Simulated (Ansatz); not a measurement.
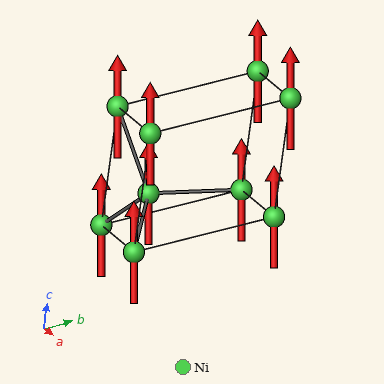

A ball-and-stick rendering, viewed slightly off an axis. The parallelepiped is the simulation cell. Arrows are the site magnetic moments above 0.25 μB; longer means larger, and red and blue are up and down (without spin-orbit coupling the axis itself is arbitrary).

This is the state reached for Ni. Electronic-structure method: DFT PBE, scalar-relativistic, plane waves, PAW in Ansatz. Parameters: a basis cut at 420 eV, a 14×14×14 mesh of k-points, Gaussian smearing of 0.1 eV, collinear spins.

**What is the magnetic arrangement?**

Ferromagnetic (within this cell). Site moments: 2 Ni +0.8 μB. The net spin moment of the whole cell is 1.6 μB.

It goes back to a structure listed in the Materials Project, with elements exchanged, so it need not be a known form of the compound. Atoms and cell were optimised with DFT PBE, scalar-relativistic, plane waves, PAW in Ansatz.
